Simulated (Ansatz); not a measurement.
**Geometry relaxation, with input and output: RbBr**

System: RbBr (2 atoms in the cell).
Method: DFT PBE, scalar-relativistic, plane waves, PAW, no spin polarisation (Ansatz 0.2.0).

The structure derives from a Materials Project entry. Figures and captions count atoms from 1; the log counts them from 0 in places.

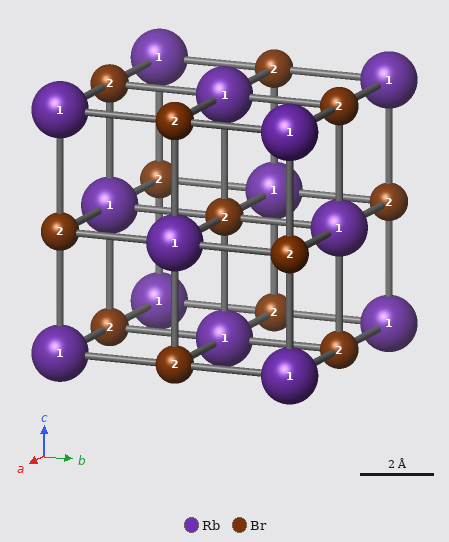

**Figure 1.** The input geometry (ball-and-stick view of the cell 4 times as large as that of the calculation, set on its symmetry axes, seen slightly off an axis; atoms are numbered from 1 in the order of the input).

The input
```yaml
crystal:
  lattice:
    - [0.0, 3.4559503595, 3.4559503595]
    - [3.4559503595, 0.0, 3.4559503595]
    - [3.4559503595, 3.4559503595, 0.0]
  atoms:
    - { symbol: Rb, position: [0.0, 0.0, 0.0] }
    - { symbol: Br, position: [0.5, 0.5, 0.5] }
basis:
  ecutwfc: 420
kpoints:
  mp_grid: { grid: [6, 6, 6] }
hamiltonian:
  xc: pbe
scf:
  occupations: { method: gaussian, width: 0.02 }
output:
  forces: true
  stress: true
  eigenvalues: true
  write_density: true
  write_potential: true
  elf: true
  volumetric_format: npy
relax:
  adjacent_minimum: "off"
  f_tol: 0.005
  max_steps: 80
  cell: { stress_tol: 0.05 }
```

Run as:
```bash
ansatz run input.yaml --threads 4 --pin off --max-ram 6144MiB --backend cpu --events-out ev --progress --plain --runs-dir out
```

The program's output
```
Engine: ansatz 0.2.0, aarch64-unknown-linux-gnu
Pseudopotentials: kind: paw
Pseudopotential: Rb, paw, valence charge 9, recommended cutoff 420 eV (normal), Rb.paw.azcp
Pseudopotential: Br, paw, valence charge 7, recommended cutoff 420 eV (normal), Br.paw.azcp
Functional definition: PBE
  parameter kappa = 0.804
  parameter beta = 0.06672455060314922
  exchange = pbe_x(kappa = kappa, mu = beta*pi^2/3)
  correlation = pbe_c(beta = beta)
Crystal: 2 atoms, lattice volume = 82.553 Å³
Basis set: ecut = 420 eV, 1639 PW (Γ), exchange–correlation on 72×72×72 points (8 copies of the dense FFT grid, shifted against one another)
Bands: 12, of which v1, the nominal top of the filled ones, is band 8 counted from 1 (7 counted from 0)
Symmetry: 48 space group operations
Space group: Fm-3m (ITA 225), of the structure as read, at distance tolerance 4.4e-5 Å
k-points: 16 of 216
Non-local potential: Rb, projectors of the file, l = 0: 3, l = 1: 2, l = 2: 2
Non-local potential: Br, projectors of the file, l = 0: 2, l = 1: 2, l = 2: 2
PAW form: soft (Blöchl's): semilocal exchange-correlation on the pseudo side does not see the compensation charge
PAW one-centre angular grid: Rb, 110 points (default); XC on 64 Gauss nodes
PAW one-centre angular grid: Br, 110 points (default); XC on 64 Gauss nodes
Initial density: superposition of atomic densities (neutral atoms: chi_scale 0, normalization atom), corrected by the library's trained network
Initial wavefunctions: pseudopotential atomic-orbital guess
Functional: x = pbe(κ = 0.804, μ = 0.2195149727645171), c = pbe(β = 0.06672455060314922)
SCF iter   1: F=—  HF=-6054.063374 eV  |F-HF|=—  |Δ(HF+E_count)|=         —  Δρ=2.33e-4  dr2=8.13e-5  ethr=1.77e-3  ⟨swp⟩=8.2  Hψ=1395  notcnv=0
preconditioner: auto → none  [insulator: Δε(μ)=4.294 eV  Ē_g=13.296 eV  σ=0.020 eV  W_gap=1.00  n_scr=14 (ndim 8)  ℏωp=15.3 eV  f_vac=0.084  D(μ)=0.00/eV (n_scr^D=0)  ε∞_Penn≈2.3]
SCF iter   2: F=—  HF=-6054.063572 eV  |F-HF|=—  |Δ(HF+E_count)|=   1.99e-4  Δρ=7.71e-5  dr2=4.14e-6  ethr=5.08e-7  ⟨swp⟩=3.4  Hψ=615  notcnv=0
SCF iter   3: F=—  HF=-6054.063591 eV  |F-HF|=—  |Δ(HF+E_count)|=   1.87e-5  Δρ=2.86e-5  dr2=3.25e-7  ethr=2.59e-8  ⟨swp⟩=2.4  Hψ=301  notcnv=0
iter 4 did not close the SCF: its close was put off for the readings that it lacked (scf_convergence_deferred on its scf_iter line)
SCF iter   4: F=-6054.063594 eV  HF=-6054.063594 eV  |F-HF|=5.42e-8  |Δ(HF+E_count)|=   3.34e-6  Δρ=6.24e-6  dr2=5.69e-8  ethr=2.03e-9  ⟨swp⟩=2.0  Hψ=304  notcnv=0
iter 5 did not close the SCF: its close was put off for the readings that it lacked (scf_convergence_deferred on its scf_iter line)
SCF iter   5: F=-6054.063594 eV  HF=-6054.063594 eV  |F-HF|=4.48e-9  |Δ(HF+E_count)|=   7.54e-8  Δρ=8.46e-7  dr2=3.27e-10  ethr=3.56e-10  ⟨swp⟩=2.0  Hψ=304  notcnv=0
SCF iter   6: F=-6054.063594 eV  HF=-6054.063594 eV  |F-HF|=6.37e-12  |Δ(HF+E_count)|=   5.21e-9  Δρ=9.14e-8  dr2=4.46e-12  ethr=2.04e-12  ⟨swp⟩=5.9  Hψ=1108  notcnv=0
SCF 1 converged in 6 iterations: F = -6054.063594 eV  dr2 = 4.46e-12
  greatest PAW one-centre occupation: 0.973 electrons in one spin orbital (limit 2), on the Rb atom at site 0 (counted from 0), in its partial waves of l = 0
relax step   1: F+E_penalty+E_count = -6054.06359445 eV  Δ(F+E_penalty+E_count) = +0.000e0 eV  max|allowed force component| = 8.579e-30 eV/Å  Δτ_max = 0.0000 Å  P = +0.606 GPa  Ω = 82.553 Å³  (6 SCF iters, accepted)
Crystal: 2 atoms, lattice volume = 84.162 Å³
Initial density: handed on by an earlier stage of this run
Initial wavefunctions: those handed on with the density
iter 1 solved again at ethr=1.54e-6 eV; its pass at ethr=3.10e-3 eV (dr2=2.46e-4 eV) is discarded
SCF iter   1: F=—  HF=-6054.068321 eV  |F-HF|=—  |Δ(HF+E_count)|=         —  Δρ=3.34e-4  dr2=2.71e-4  ethr=1.54e-6  ⟨swp⟩=2.9  Hψ=1594  notcnv=0
preconditioner: auto → none  [insulator: Δε(μ)=4.274 eV  Ē_g=13.262 eV  σ=0.020 eV  W_gap=1.00  n_scr=14 (ndim 8)  ℏωp=15.1 eV  f_vac=0.089  D(μ)=0.00/eV (n_scr^D=0)  ε∞_Penn≈2.3]
SCF iter   2: F=—  HF=-6054.068230 eV  |F-HF|=—  |Δ(HF+E_count)|=   9.09e-5  Δρ=1.67e-4  dr2=2.60e-5  ethr=1.54e-6  ⟨swp⟩=2.2  Hψ=281  notcnv=0
SCF iter   3: F=—  HF=-6054.068238 eV  |F-HF|=—  |Δ(HF+E_count)|=   7.39e-6  Δρ=6.98e-5  dr2=4.40e-6  ethr=1.62e-7  ⟨swp⟩=2.4  Hψ=286  notcnv=0
SCF iter   4: F=-6054.068241 eV  HF=-6054.068241 eV  |F-HF|=1.01e-7  |Δ(HF+E_count)|=   3.11e-6  Δρ=8.32e-6  dr2=9.93e-8  ethr=1.25e-9  ⟨swp⟩=9.1  Hψ=1652  notcnv=0
SCF 2 converged in 4 iterations: F = -6054.068241 eV  dr2 = 9.93e-8
relax step   2: F+E_penalty+E_count = -6054.06824089 eV  Δ(F+E_penalty+E_count) = -4.646e-3 eV  max|allowed force component| = 7.050e-30 eV/Å  Δτ_max = 0.0000 Å  P = +0.334 GPa  Ω = 84.162 Å³  energy of the carried Pulay correction = -4.427e-5 eV  (4 SCF iters, dr2 threshold 2.00e-7 eV, accepted)
Crystal: 2 atoms, lattice volume = 86.224 Å³
Basis set: ecut = 420 eV, 1687 PW (Γ), exchange–correlation on 72×72×72 points (8 copies of the dense FFT grid, shifted against one another)
iter 1 solved again at ethr=2.38e-6 eV; its pass at ethr=3.10e-3 eV (dr2=3.81e-4 eV) is discarded
SCF iter   1: F=—  HF=-6054.070594 eV  |F-HF|=—  |Δ(HF+E_count)|=         —  Δρ=4.22e-4  dr2=4.48e-4  ethr=2.38e-6  ⟨swp⟩=2.6  Hψ=1612  notcnv=0
preconditioner: auto → none  [insulator: Δε(μ)=4.222 eV  Ē_g=13.214 eV  σ=0.020 eV  W_gap=1.00  n_scr=14 (ndim 8)  ℏωp=15.0 eV  f_vac=0.093  D(μ)=0.00/eV (n_scr^D=0)  ε∞_Penn≈2.3]
SCF iter   2: F=—  HF=-6054.070446 eV  |F-HF|=—  |Δ(HF+E_count)|=   1.49e-4  Δρ=2.12e-4  dr2=4.37e-5  ethr=2.38e-6  ⟨swp⟩=2.2  Hψ=286  notcnv=0
SCF iter   3: F=—  HF=-6054.070453 eV  |F-HF|=—  |Δ(HF+E_count)|=   7.36e-6  Δρ=8.85e-5  dr2=7.42e-6  ethr=2.73e-7  ⟨swp⟩=2.2  Hψ=277  notcnv=0
SCF iter   4: F=-6054.070458 eV  HF=-6054.070458 eV  |F-HF|=1.74e-7  |Δ(HF+E_count)|=   5.43e-6  Δρ=1.05e-5  dr2=1.60e-7  ethr=1.25e-9  ⟨swp⟩=9.8  Hψ=1684  notcnv=0
SCF 3 converged in 4 iterations: F = -6054.070458 eV  dr2 = 1.60e-7
relax step   3: F+E_penalty+E_count = -6054.07045849 eV  Δ(F+E_penalty+E_count) = -2.218e-3 eV  max|allowed force component| = 6.114e-30 eV/Å  Δτ_max = 0.0000 Å  P = +0.027 GPa  Ω = 86.224 Å³  energy of the carried Pulay correction = -9.978e-5 eV  (4 SCF iters, dr2 threshold 2.00e-7 eV, accepted)
Initial wavefunctions: pseudopotential atomic-orbital guess (no wavefunctions were taken with the density)
iter 1 solved again at ethr=3.01e-6 eV; its pass at ethr=3.10e-3 eV (dr2=4.81e-4 eV) is discarded
SCF iter   1: F=—  HF=-6054.070541 eV  |F-HF|=—  |Δ(HF+E_count)|=         —  Δρ=1.76e-5  dr2=2.01e-7  ethr=3.01e-6  ⟨swp⟩=3.4  Hψ=1902  notcnv=0
eigensolver tolerance schedule: the retry pair's looser diagonalisation over-reported the residual by 2395.14 of it (diagonalisation noise at an unbounded share of the residual, at the tolerance the schedule requests for it); recorded, not acted on — ethr = c·dr2/N_el stays at c = 1.0e-1
preconditioner: auto → none  [insulator: Δε(μ)=4.196 eV  Ē_g=13.208 eV  σ=0.020 eV  W_gap=1.00  n_scr=14 (ndim 8)  ℏωp=15.0 eV  f_vac=0.092  D(μ)=0.00/eV (n_scr^D=0)  ε∞_Penn≈2.3]
SCF iter   2: F=—  HF=-6054.070547 eV  |F-HF|=—  |Δ(HF+E_count)|=   5.66e-6  Δρ=9.09e-6  dr2=3.12e-8  ethr=1.25e-9  ⟨swp⟩=3.3  Hψ=429  notcnv=0
SCF iter   3: F=—  HF=-6054.070547 eV  |F-HF|=—  |Δ(HF+E_count)|=   1.30e-7  Δρ=3.44e-6  dr2=6.45e-9  ethr=1.95e-10  ⟨swp⟩=2.3  Hψ=268  notcnv=0
SCF iter   4: F=—  HF=-6054.070547 eV  |F-HF|=—  |Δ(HF+E_count)|=   2.72e-8  Δρ=5.08e-7  dr2=1.20e-10  ethr=4.03e-11  ⟨swp⟩=2.0  Hψ=304  notcnv=0
SCF iter   5: F=-6054.070547 eV  HF=-6054.070547 eV  |F-HF|=3.37e-11  |Δ(HF+E_count)|=  4.91e-11  Δρ=1.95e-7  dr2=1.45e-11  ethr=1.00e-12  ⟨swp⟩=7.2  Hψ=992  notcnv=0
SCF 4 converged in 5 iterations: F = -6054.070547 eV  dr2 = 1.45e-11
relax step   4: F+E_penalty+E_count = -6054.07054681 eV  Δ(F+E_penalty+E_count) = -8.832e-5 eV  max|allowed force component| = 3.829e-30 eV/Å  Δτ_max = 0.0000 Å  P = +0.025 GPa  Ω = 86.224 Å³  stress off target by 2.55e-2 GPa  SCF on the basis re-selected at this cell (its energy is not comparable with the rows above)  (5 SCF iters)
```

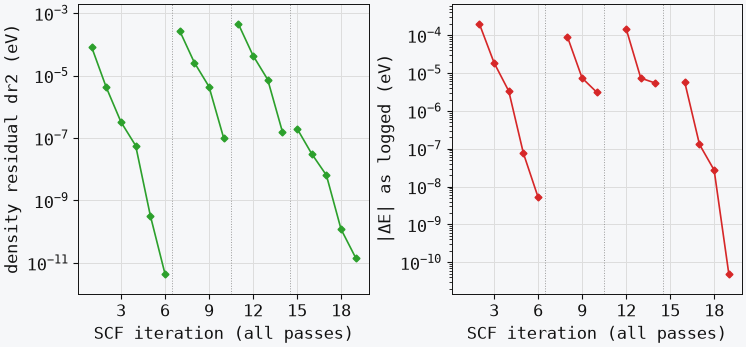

**Figure 2.** Convergence of the self-consistent field: density residual dr2 and size of the energy change against the SCF iteration. The dotted lines part the SCF passes of the relaxation: geometry steps, rejected trials and re-solves on a re-selected basis. The passes take 6, 4, 4 and 5 iterations.

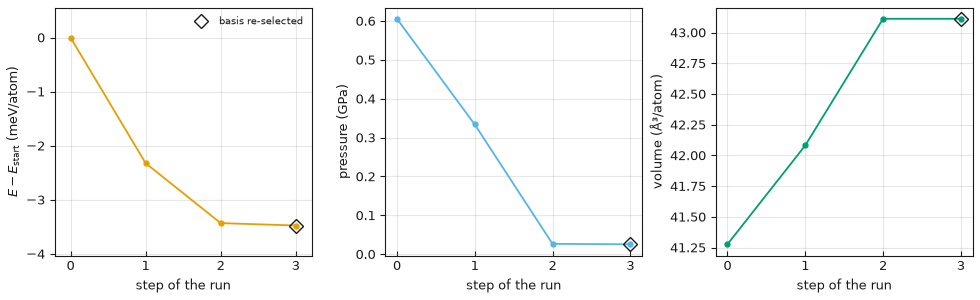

**Figure 3.** Progress of the relaxation, step by step (the first geometry is step 0 here and step 1 in the log).

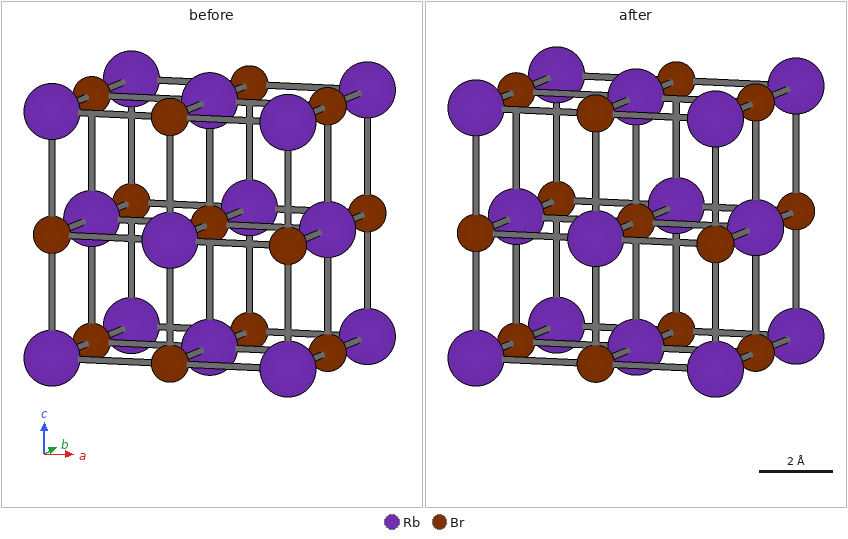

**Figure 4.** Before (left) and after (right) the relaxation, at one scale (ball-and-stick view of the cell 4 times as large as that of the calculation, set on its symmetry axes, seen at an oblique angle). The atoms keep their places relative to the cell (all moves are under 0.005 Å). The volume changes by +4.4 %, with a = b = c 6.912 → 7.013 Å (+1.5 %). Among the contacts that change: Rb1–Br2 3.456 → 3.506 Å. The space group stays Fm-3m (No. 225). Over 2 geometry steps the energy falls by 3.4 meV per atom. All forces vanish by symmetry, so only the cell relaxes. The pressure goes from 0.61 to 0.03 GPa. A last SCF at the same geometry on a re-selected plane-wave basis shifts the energy by next to nothing (0.0 meV per atom). (Atoms are counted from 1 in the order of the input.)

```
basis re-selected at this cell: Δ(F+E_penalty+E_count) = -8.832e-5 eV, ΔP = -0.001 GPa vs the last step (what re-selecting the basis moved, of the pressure what is left beyond the Pulay correction that the steps carried, after the strain that the cell walked since its last selection, with what the two solves' SCF thresholds leave and, on support functions, any second-order correction that the steps lacked; it is no measure of the basis error at this ecutwfc). This SCF's stress stands 2.55e-2 GPa from its target on what of the cell is left free (relax.cell.stress_tol is 5.00e-2 GPa) and its largest allowed force component is 3.83e-30 eV/Å (relax.f_tol is 5.00e-3 eV/Å): within both
SCF converged after 5 iterations
Free energy (F): -6054.070547 eV
Harris-Foulkes:  -6054.070547 eV  (|F-HF|=3.37e-11)
Internal energy: -6054.070547 eV  (E = F + TS)
E sigma→0 (E₀):  -6054.070547 eV
Fermi energy:    2.873661 eV
--- Per-component energies (eV) ---
  E_band       = -115.002699
  E_kinetic    = 326.613666
  E_local      = -826.193680  (includes V_loc(G=0)·N_el)
  E_nonlocal   = 243.234688
  E_hartree    = 215.714318
  E_xc         = -395.996470
  E_vxc        = -241.593891  (∫ρ·V_xc dr)
  E_paw        = -4864.554599  (= ΣΔE_a)
  E_vpaw       = -48.492138  (= ΣTr[D̂ρ^β])
  E_aug_tail   = -0.000001  (compensation charges beyond the density's cutoff)
  E_ewald      = -752.888470
  E_smearing   = -0.000000  (= −TS)
  E_closure    = -0.000000  (closes the sum)
  Σ components = -6054.070547   (vs F -6054.070547, Δ=0.00e0)
--- Forces (eV/Å), atoms counted from 1 ---
  atom   1  Rb    -0.00000000    -0.00000000     0.00000000
  atom   2  Br     0.00000000    -0.00000000     0.00000000
  max |Σ_I F_I| component: 7.07e-30 eV/Å
--- Stress (GPa, compression-positive) ---
        0.025477      -0.000000      -0.000000
       -0.000000       0.025477      -0.000000
       -0.000000      -0.000000       0.025477
  P = ⅓ Tr σ = 0.0255 GPa (0.255 kbar)
--- Band table (eV; the first three rows and the last of 16) ---
  k-point 0: bands = ["-23.7905", "-11.3399", "-7.8584", "-7.8584", "-7.8584", "0.7759", "0.7759", "0.7759", "4.9714", "8.0314", "8.0314", "8.0314"]
  k-point 1: bands = ["-23.7888", "-11.3471", "-7.8602", "-7.8602", "-7.8506", "0.5084", "0.6973", "0.6973", "5.5664", "7.8874", "8.3370", "8.3370"]
  k-point 2: bands = ["-23.7856", "-11.3614", "-7.8636", "-7.8636", "-7.8353", "0.0807", "0.5490", "0.5490", "6.7847", "7.9531", "9.1853", "9.1853"]
  k-point 15: bands = ["-23.7821", "-11.3104", "-7.9755", "-7.9339", "-7.8636", "0.3806", "0.4147", "0.5271", "7.0834", "8.3532", "8.5881", "9.4455"]
--- Relaxed structure (3 steps of the walk, 3 accepted, 1 SCFs on fresh bases) ---
  F+E_penalty+E_count = -6054.07054681 eV   max|allowed force component| = 3.829e-30 eV/Å   (the final SCF, on the basis selected at the relaxed cell)
  cell:  # Å, volume = 86.2237 Å³
    - [-1.2356277179771807e-33, 3.506433418387313, 3.506433418387313]
    - [3.506433418387313, -2.802454618092575e-34, 3.506433418387313]
    - [3.506433418387313, 3.506433418387313, 1.2738430082238982e-35]
  atoms:
    - { symbol: Rb, position: [-6.09524344257332e-36, 5.5147440670442144e-36, 5.514744067096483e-36] }
    - { symbol: Br, position: [0.5, 0.5, 0.5] }
```

Trajectory as extended XYZ (Å, eV, eV/Å), 4 frames, from step=1 to step=4
```
2
Lattice="0.0000 3.4560 3.4560 3.4560 0.0000 3.4560 3.4560 3.4560 0.0000" Properties=species:S:1:pos:R:3:forces:R:3 step=1 energy=-6054.06359 pressure_GPa=0.61
Rb    0.0000    0.0000    0.0000    0.0000   0.0000   0.0000
Br    3.4560    3.4560    3.4560    0.0000   0.0000   0.0000
2
Lattice="0.0000 3.4783 3.4783 3.4783 0.0000 3.4783 3.4783 3.4783 0.0000" Properties=species:S:1:pos:R:3:forces:R:3 step=2 energy=-6054.06824 pressure_GPa=0.33
Rb    0.0000    0.0000    0.0000    0.0000   0.0000   0.0000
Br    3.4783    3.4783    3.4783    0.0000   0.0000   0.0000
2
Lattice="0.0000 3.5064 3.5064 3.5064 0.0000 3.5064 3.5064 3.5064 0.0000" Properties=species:S:1:pos:R:3:forces:R:3 step=3 energy=-6054.07046 pressure_GPa=0.03
Rb    0.0000    0.0000    0.0000    0.0000   0.0000   0.0000
Br    3.5064    3.5064    3.5064    0.0000   0.0000   0.0000
2
Lattice="0.0000 3.5064 3.5064 3.5064 0.0000 3.5064 3.5064 3.5064 0.0000" Properties=species:S:1:pos:R:3:forces:R:3 step=4 energy=-6054.07055 pressure_GPa=0.03
Rb    0.0000    0.0000    0.0000    0.0000   0.0000   0.0000
Br    3.5064    3.5064    3.5064    0.0000   0.0000   0.0000
```

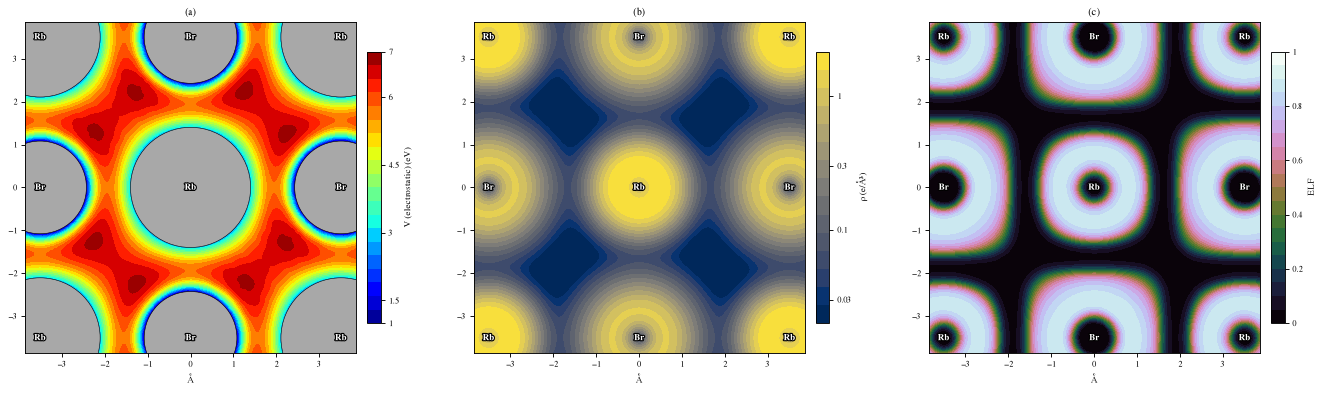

**Figure 5.** (a) electrostatic potential (local pseudopotential plus Hartree) felt by an electron; (b) valence charge density (pseudo); (c) ELF on the (001) plane of the conventional cell. Grey discs, where drawn, cover atomic cores. The plane passes through Rb and Br nuclei. Rb–Br (3.51 Å): ρ at the midpoint is about 0.07 e/Å³; the ELF is about 0.05 at the midpoint, which marks two separate closed shells. Away from the nuclei the density in this plane falls to 0.01 e/Å³ at its lowest. The strong features right at Rb lie inside the PAW spheres (semicore, d or f shells) and say nothing about bonding. Outside the cores the potential energy rises away from the atoms and is highest about 1.9 Å from the nearest atoms; outside the discs it spans about 6 eV, and its zero is arbitrary. Core electrons are frozen (PAW), so the fields are smoothed inside the atomic spheres.

Results in brief

| quantity | value |
| --- | --- |
| outcome | converged |
| space group (tolerance 0.01 Å) | Fm-3m (225) |
| electrons treated | 16 |
| free energy | −6054.0705 eV |
| Fermi energy | 2.874 eV |
| gap on the k-point mesh | 4.20 eV |
| pressure | 0.03 GPa |
| final volume | 86.22 Å³ |
| largest force (length of the vector) at the end | under 0.001 eV/Å |
| final cell | a = 4.959 Å, b = 4.959 Å, c = 4.959 Å, α = 60.00°, β = 60.00°, γ = 60.00° |
| hardware | 4 threads of Arm Neoverse V2, 24 GiB of memory available, shared host |
| wall time | 1.4 s (CPU time 4.9 s) |
| peak memory | 0.34 GiB |
